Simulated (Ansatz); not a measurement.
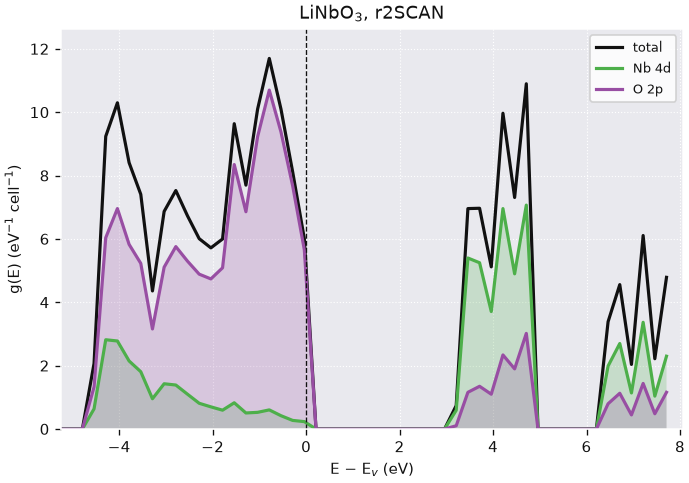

Density of states. Energies are counted from the top of the valence band. The partial curves are projected on Löwdin-orthogonalised atomic shells.

Input of the run:

```
crystal:
  lattice:
    - [5.322477, 0.077094, 0.02177]
    - [-2.594473, 4.587346, 0.066094]
    - [-2.619442, 1.583199, 4.656652]
  atoms:
    - { symbol: Nb, position: [0.004188, 0.006506, 0.994995] }
    - { symbol: Nb, position: [0.496127, 0.496007, 0.493973] }
    - { symbol: O, position: [0.101087, 0.305793, 0.150642] }
    - { symbol: O, position: [0.699056, 0.630241, 0.169928] }
    - { symbol: O, position: [0.363112, 0.90076, 0.158427] }
    - { symbol: O, position: [0.186894, 0.392081, 0.656736] }
    - { symbol: O, position: [0.871499, 0.812653, 0.672847] }
    - { symbol: O, position: [0.594522, 0.144352, 0.648055] }
    - { symbol: Li, position: [0.236324, 0.773775, 0.680253] }
    - { symbol: Li, position: [0.715608, 0.267911, 0.178037] }
kpoints:
  mp_grid: { grid: [4, 4, 4], shift: [0.5, 0.0, 0.0] }
magnetization:
  spin_polarized: false
scf:
  occupations: { method: gaussian, width: 0.0706 }
  lower_state_search: "off"
  max_iter: 200
hamiltonian:
  pseudopotentials: { kind: paw }
  xc: r2scan
basis:
  ecutwfc: 500
  fft_grid_basis: typed
output:
  forces: true
  stress: true
  eigenvalues: true
  populations: true
  elf: true
  write_potential: true
  volumetric_format: npy
  dos:
    e_range: [-12, 8]
    de: 0.05
    projected: { site_lists: { Li: [Li], Nb: [Nb], O: [O] } }
checkpoint:
  read: saved_state
```

Metal or insulator, going by the density of states?

Answer. There is a gap; over the k points computed it is 3.22 eV.

How wide is the upper valence band?

Answer. The upper group of valence states starts about 4.5 eV under the valence-band top, with a gap beneath it; it holds about 36 electrons a cell.

The atoms aren't at rest in this cell (largest force 3.2 eV/Å), so the relaxed material can differ. The cell is at −16 GPa in this functional.
